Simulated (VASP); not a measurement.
# Geometry relaxation, with input and output: Rh (part 1 of 2)

- system: Rh (Fm-3m, 1 atom in the cell)
- method: Kohn-Sham DFT of a periodic cell, PBEsol, VASP PAW PBE potentials, recommended, no spin polarisation (VASP 6.6.1)

The structure was built on a prototype by a generator; it need not be a known phase.

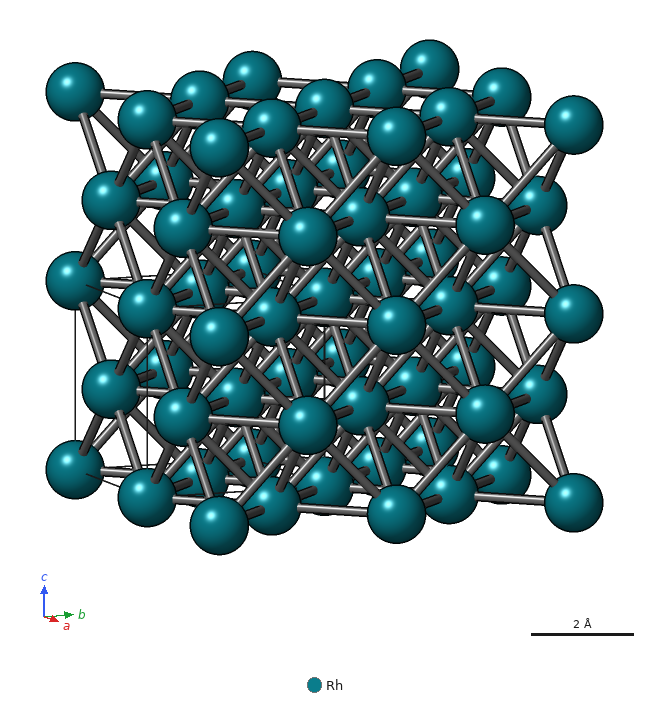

Figure 1. The starting structure (ball-and-stick view of the cell 4 times as large as that of the calculation, set on its symmetry axes, repeated 2 × 2 × 2, seen slightly off an axis). Near neighbours in the crystal (not all of them lie inside the picture): Rh has 12 Rh at 2.67 Å.

Summary:

```tsv
quantity	value
outcome	converged
space group (tolerance 0.01 Å)	Fm-3m (225)
electrons treated	15
free energy	−8.1382 eV
Fermi energy	12.118 eV
gap on the k-point mesh	none (metallic)
pressure	0.03 GPa
final volume	13.49 Å³
largest force (length of the vector) at the end	under 0.001 eV/Å
final cell	a = 2.672 Å, b = 2.672 Å, c = 2.672 Å, α = 60.00°, β = 60.00°, γ = 60.00°
hardware	1 thread of Intel Xeon (Granite Rapids), 64 GiB of memory available, shared host
wall time	22 s
peak memory	0.17 GiB
```

INCAR:
```
SYSTEM = Rh
PREC = Accurate
ENCUT = 600
EDIFF = 1E-6
ISMEAR = 1
SIGMA = 0.1
LREAL = .False.
LASPH = .True.
NELM = 120
ALGO = Fast
ISIF = 3
LWAVE = .False.
LCHARG = .False.
GGA = PS
IBRION = 2
NSW = 60
EDIFFG = -0.005
```

KPOINTS:
```
regular mesh
0
Gamma
  18 18 18
  0 0 0
```

POSCAR:
```
Rh
1.0
    0.0000000000      1.8900000000      1.8900000000
    1.8900000000      0.0000000000      1.8900000000
    1.8900000000      1.8900000000      0.0000000000
Rh
1
Direct
    0.0000000000      0.0000000000      0.0000000000
```

Run as:
```bash
cat potpaw_PBE.64/Rh_pv/POTCAR > POTCAR
mpirun -np 1 vasp_std > vasp.out
```

OSZICAR:
```
N       E                     dE             d eps       ncg     rms          rms(c)
DAV:   1     0.124438583606E+03    0.12444E+03   -0.10127E+04  4290   0.163E+03
DAV:   2    -0.711983031421E+01   -0.13156E+03   -0.12587E+03  4374   0.409E+02
DAV:   3    -0.876310937921E+01   -0.16433E+01   -0.16331E+01  4953   0.514E+01
DAV:   4    -0.877302057322E+01   -0.99112E-02   -0.99099E-02  4707   0.414E+00
DAV:   5    -0.877317308673E+01   -0.15251E-03   -0.15251E-03  4947   0.478E-01    0.115E+01
RMM:   6    -0.816386631333E+01    0.60931E+00   -0.13551E+00  4290   0.139E+01    0.369E+00
RMM:   7    -0.814300351439E+01    0.20863E-01   -0.72587E-02  4290   0.298E+00    0.160E+00
RMM:   8    -0.813938193848E+01    0.36216E-02   -0.17017E-02  4290   0.183E+00    0.392E-01
RMM:   9    -0.813817645584E+01    0.12055E-02   -0.28292E-03  4290   0.695E-01    0.257E-02
RMM:  10    -0.813818623307E+01   -0.97772E-05   -0.26024E-04  4299   0.237E-01    0.156E-02
RMM:  11    -0.813818788331E+01   -0.16502E-05   -0.45973E-05  4292   0.111E-01    0.720E-03
RMM:  12    -0.813818684209E+01    0.10412E-05   -0.12958E-05  4327   0.576E-02    0.475E-03
RMM:  13    -0.813818740896E+01   -0.56687E-06   -0.39484E-06  3286   0.329E-02
   1 F= -.81381874E+01 E0= -.81381552E+01  d E =-.813819E+01
       N       E                     dE             d eps       ncg     rms          rms(c)
DAV:   1    -0.814205937484E+01   -0.38725E-02   -0.59347E-02  4803   0.407E+00    0.465E-01
RMM:   2    -0.813810506730E+01    0.39543E-02   -0.92562E-03  4290   0.117E+00    0.774E-02
RMM:   3    -0.813808810304E+01    0.16964E-04   -0.39138E-04  4290   0.234E-01    0.438E-02
RMM:   4    -0.813810450800E+01   -0.16405E-04   -0.54727E-05  4290   0.102E-01    0.691E-03
RMM:   5    -0.813810446343E+01    0.44569E-07   -0.82643E-06  4220   0.440E-02
   2 F= -.81381045E+01 E0= -.81380748E+01  d E =0.829455E-04
       N       E                     dE             d eps       ncg     rms          rms(c)
DAV:   1    -0.814047608992E+01   -0.23716E-02   -0.34355E-02  4728   0.311E+00    0.347E-01
RMM:   2    -0.813821347293E+01    0.22626E-02   -0.52617E-03  4290   0.887E-01    0.610E-02
RMM:   3    -0.813819649082E+01    0.16982E-04   -0.22786E-04  4290   0.179E-01    0.337E-02
RMM:   4    -0.813819743304E+01   -0.94222E-06   -0.31812E-05  4290   0.766E-02    0.553E-03
RMM:   5    -0.813819729956E+01    0.13348E-06   -0.45915E-06  3925   0.327E-02
   3 F= -.81381973E+01 E0= -.81381657E+01  d E =-.989060E-05
```

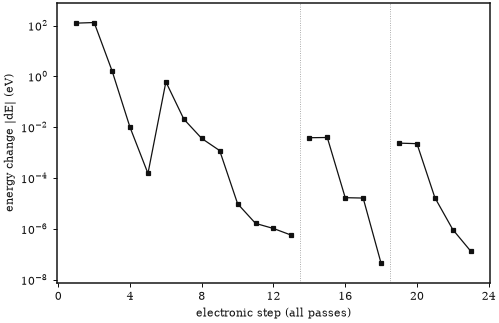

Figure 2. Convergence of the self-consistent field: energy change |dE| against the electronic step. Each stretch between dotted lines is the SCF of one geometry step of a relaxation. The 3 ionic steps take 5 to 13 electronic steps each. The density is held fixed in the first few steps, and dE rises again when its update begins.

Parts of OUTCAR:
```
SYSTEM = Rh
   PREC = Accurate
   ENCUT = 600
   EDIFF = 1E-6
   ISMEAR = 1
   LREAL = .False.
   LASPH = .True.
   NELM = 120
   ISIF = 3
   GGA = PS
   IBRION = 2
   NSW = 60
   EDIFFG = -0.005

 ion  position               nearest neighbor table
   1  0.000  0.000  0.000-

  LATTYP: Found a face centered cubic cell.
 ALAT       =     3.7800000000

  Lattice vectors:

 A1 = (   0.0000000000,   1.8900000000,   1.8900000000)
 A2 = (   1.8900000000,   0.0000000000,   1.8900000000)
 A3 = (   1.8900000000,   1.8900000000,   0.0000000000)

Analysis of symmetry for initial positions (statically):
=====================================================================
 Subroutine PRICEL returns:
 Original cell was already a primitive cell.

 Routine SETGRP: Setting up the symmetry group for a
 face centered cubic supercell.

 Subroutine GETGRP returns: Found 48 space group operations
 (whereof 48 operations were pure point group operations)
 out of a pool of 48 trial point group operations.

The static configuration has the point symmetry O_h .

Analysis of symmetry for dynamics (positions and initial velocities):
=====================================================================
 Subroutine PRICEL returns:
 Original cell was already a primitive cell.

 Routine SETGRP: Setting up the symmetry group for a
 face centered cubic supercell.

 Subroutine GETGRP returns: Found 48 space group operations
 (whereof 48 operations were pure point group operations)
 out of a pool of 48 trial point group operations.

The dynamic configuration has the point symmetry O_h .

 Subroutine INISYM returns: Found 48 space group operations
 (whereof 48 operations are pure point group operations),
 and found     1 'primitive' translations

----------------------------------------------------------------------------------------

                                     Primitive cell

  volume of cell :      13.5025

  direct lattice vectors                    reciprocal lattice vectors
     0.000000000  1.890000000  1.890000000    -0.264550265  0.264550265  0.264550265
     1.890000000  0.000000000  1.890000000     0.264550265 -0.264550265  0.264550265
     1.890000000  1.890000000  0.000000000     0.264550265  0.264550265 -0.264550265

  length of vectors
     2.672863633  2.672863633  2.672863633     0.458214499  0.458214499  0.458214499

  position of ions in fractional coordinates (direct lattice)
     0.000000000  0.000000000  0.000000000

  ion indices of the primitive-cell ions
   primitive index   ion index
                 1           1

----------------------------------------------------------------------------------------

 KPOINTS: regular mesh

Automatic generation of k-mesh.
 Grid dimensions read from file:
 generate k-points for:   18   18   18

 Generating k-lattice:

  Cartesian coordinates                     Fractional coordinates (reciprocal lattice)
    -0.014697237  0.014697237  0.014697237     0.055555556  0.000000000  0.000000000
     0.014697237 -0.014697237  0.014697237     0.000000000  0.055555556  0.000000000
     0.014697237  0.014697237 -0.014697237     0.000000000  0.000000000  0.055555556

  Length of vectors
     0.025456361  0.025456361  0.025456361

  Shift w.r.t. Gamma in fractional coordinates (k-lattice)
     0.000000000  0.000000000  0.000000000

 Subroutine IBZKPT returns following result:
 ===========================================

 Found    195 irreducible k-points:

 Following reciprocal coordinates:
            Coordinates               Weight
  0.000000  0.000000  0.000000      1.000000
  0.055556  0.000000  0.000000      8.000000
  0.111111  0.000000  0.000000      8.000000
  0.166667  0.000000  0.000000      8.000000
  0.222222  0.000000  0.000000      8.000000
  0.277778  0.000000  0.000000      8.000000
  0.333333  0.000000  0.000000      8.000000
  0.388889  0.000000  0.000000      8.000000
  0.444444  0.000000  0.000000      8.000000
  0.500000  0.000000  0.000000      4.000000
  0.055556  0.055556  0.000000      6.000000
  0.111111  0.055556  0.000000     24.000000
  0.166667  0.055556  0.000000     24.000000
  0.222222  0.055556  0.000000     24.000000
  0.277778  0.055556  0.000000     24.000000
  0.333333  0.055556  0.000000     24.000000
  0.388889  0.055556  0.000000     24.000000
  0.444444  0.055556  0.000000     24.000000
  0.500000  0.055556  0.000000     24.000000
 -0.444444  0.055556  0.000000     24.000000
 -0.388889  0.055556  0.000000     24.000000
 -0.333333  0.055556  0.000000     24.000000
 -0.277778  0.055556  0.000000     24.000000
 -0.222222  0.055556  0.000000     24.000000
 [... further k-points ...]
   k-points           NKPTS =    195   k-points in BZ     NKDIM =    195   number of bands    NBANDS=     11
   number of dos      NEDOS =    301   number of ions     NIONS =      1
   total plane-waves  NPLWV =  13824
   dimension x,y,z NGX =    24 NGY =   24 NGZ =   24
   dimension x,y,z NGXF=    48 NGYF=   48 NGZF=   48
   ions per type =               1
   NGX,Y,Z   is equivalent  to a cutoff of  14.93, 14.93, 14.93 a.u.
   NGXF,Y,Z  is equivalent  to a cutoff of  29.85, 29.85, 29.85 a.u.
 SYSTEM =  Rh
   PREC   = accura    normal or accurate (medium, high low for compatibility)
   ISTART =      0    job   : 0-new  1-cont  2-samecut
   ICHARG =      2    charge: 1-file 2-atom 10-const
   ISPIN  =      1    spin polarized calculation?
   LNONCOLLINEAR =      F non collinear calculations
   LSORBIT =      F    spin-orbit coupling
   LASPH  =      T    aspherical Exc in radial PAW
   ENCUT  =  600.0 eV  44.10 Ry    6.64 a.u.   5.34  5.34  5.34*2*pi/ulx,y,z
   NELM   =    120;   NELMIN=  2; NELMDL= -5     # of ELM steps
   EDIFF  = 0.1E-05   stopping-criterion for ELM
   LREAL  =      F    real-space projection
   EDIFFG = -.5E-02   stopping-criterion for IOM
   NSW    =     60    number of steps for IOM
   IBRION =      2    ionic relax: 0-MD 1-quasi-New 2-CG
   NFREE  =      1    steps in history (QN), initial steepest desc. (CG)
   ISIF   =      3    stress and relaxation
   ISYM   =      2    0-nonsym 1-usesym 2-fastsym
   POTIM  = 0.5000    time-step for ionic-motion
   TEBEG  =    0.0;   TEEND  =   0.0 temperature during run
   PSTRESS=    0.0 pullay stress
   NELECT =      15.0000    total number of electrons
   NUPDOWN=      -1.0000    fix difference up-down
   EMIN   =  10.00;   EMAX   =-10.00  energy-range for DOS
   EFERMI =   0.00;   METHOD = LEGACY
   ISMEAR =     1;   SIGMA  =   0.10  broadening in eV -4-tet -1-fermi 0-gaus
   EFERMI_NEDOS =   21; number of points for ismear=-14 and -15
   IALGO  =     68    algorithm
   IMIX   =      4    mixing-type and parameters
     AMIX     =   0.40;   BMIX     =  1.00
     AMIX_MAG =   1.60;   BMIX_MAG =  1.00
  volume/ion in A,a.u.               =      13.50        91.12
  Fermi-wavevector in a.u.,A,eV,Ry     =   1.695509  3.204048 39.113361  2.874751
  Thomas-Fermi vector in A             =   2.776540
   LORBIT       =      0    0 simple, 1 ext, 2 COOP (PROOUT), +10 PAW based schemes
   GGA     = PS    functional components
   LHFCALC =     F    Hartree Fock is set to
   AEXX    =    0.0000 exact exchange contribution
   IVDW    =     0    specifies the selected vdW correction
   LEPSILON=     F    determine dielectric tensor
   LRPA    =     F    only Hartree local field effects (RPA)
 conjugate gradient relaxation of ions
 non-spin polarized calculation
 RMM-DIIS sequential band-by-band and
 Methfessel and Paxton  Order N= 1 SIGMA  =   0.10
  energy-cutoff  :      600.00
  volume of cell :       13.50
```
